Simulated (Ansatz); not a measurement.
System: CaO, space group Fm-3m (No. 225) (cell built by us, not taken from a database).

Input of the run:
```
crystal:
  lattice:
    - [0.0, 2.4153924874, 2.4153924874]
    - [2.4153924874, 0.0, 2.4153924874]
    - [2.4153924874, 2.4153924874, 0.0]
  atoms:
    - { symbol: Ca, position: [0.5, 0.5, 0.5] }
    - { symbol: O, position: [0.0, 0.0, 0.0] }
basis:
  ecutwfc: 420
kpoints:
  mp_grid: { grid: [8, 8, 8] }
hamiltonian:
  xc: pbe
scf:
  occupations: { method: fixed }
output:
  forces: true
  stress: true
  eigenvalues: true
elastic:
  mode: relaxed_ion
  stencil: two_point
```

Launched with:
```bash
ansatz run input.yaml --threads 1 --pin off --max-ram 2560MiB --backend cpu --events-out ev --progress --plain --runs-dir out
```

How it was computed, with Ansatz 0.2.0: elastic stress-strain coefficients at zero temperature from small strains of the given cell, Voigt order xx yy zz yz xz xy, Cartesian axes of the cell vectors; plane waves with PAW datasets, Γ-centred k mesh. Level: PBE, no spin polarisation.

| setting | value |
| --- | --- |
| wave cutoff | 420 eV |
| k mesh | 8×8×8 |
| occupations | fixed |
| ions | relaxed |
| strain amplitude | 0.002 |

Describe the result: the Young's modulus as a function of direction in the xy, xz and yz planes.

Over all directions E runs from 176 to 183 GPa, a ratio of 1.04, so the solid is nearly isotropic. E is 176 GPa along x, y and z alike, and 183 GPa along the body diagonal x + y + z. The Hill averages are K = 105 GPa and G = 74 GPa, Poisson's ratio 0.21; K/G = 1.42.

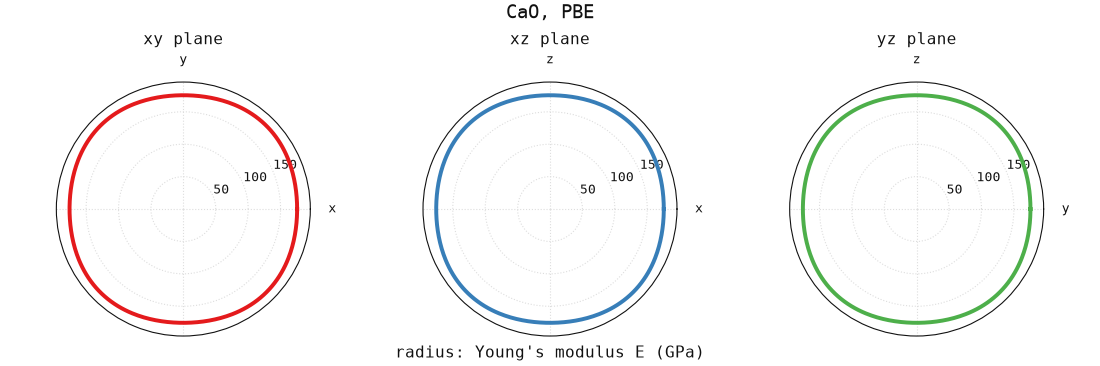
